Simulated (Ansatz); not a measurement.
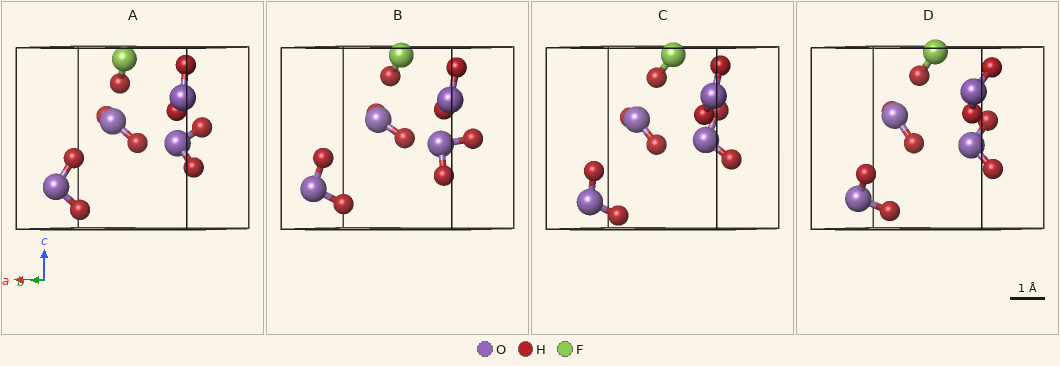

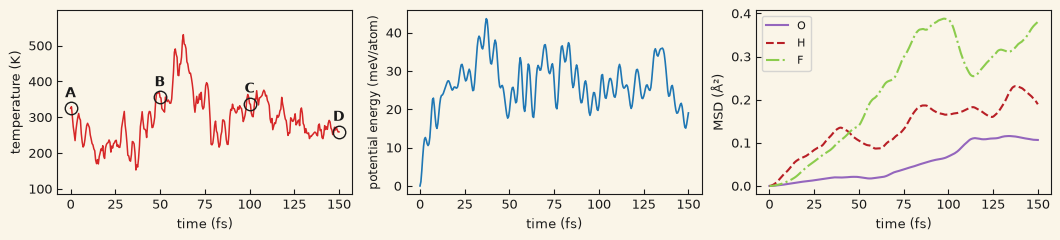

Molecular dynamics of a periodic cell with 4 H2O + 1 HF at 0.993 g/cm³, 150 fs long. Frames (A at 0 fs, B at 50 fs, C at 100 fs, D at 150 fs) and the history of the run. The picture is a ball-and-stick view of the simulation cell, seen from a free direction.

The calculation used DFT PBE, scalar-relativistic, plane waves, PAW in Ansatz 0.2.0. Set-up: plane-wave cutoff 420 eV; k-point mesh 1 × 1 × 1; Fermi-Dirac smearing 0.05 eV; low-accuracy preset; Langevin thermostat (NVT); set temperature 350 K; time step 0.5 fs; friction 0.02 per fs.

### What do the frames and curves show?

Over the second half the temperature averages 295 K (spread ±41 K). The potential energy in the second half lies on average 26.3 meV per atom above the first frame. In the second half of the run the atoms are, in the root-mean-square, this far from where they began (common drift taken out): F 0.57 Å, H 0.43 Å, O 0.30 Å. The heavy atoms stay within a fraction of a molecule's size of their starting places; so short a run doesn't tell a liquid from a solid.

Limits of the set-up: the program's low-accuracy preset was used; the periodic images lie only 5.4 Å apart, so the values are limited by the cell's size.

Cost: 2.9 min on 1 thread of Arm Neoverse V1 (shared host), peak memory 0.28 GiB.
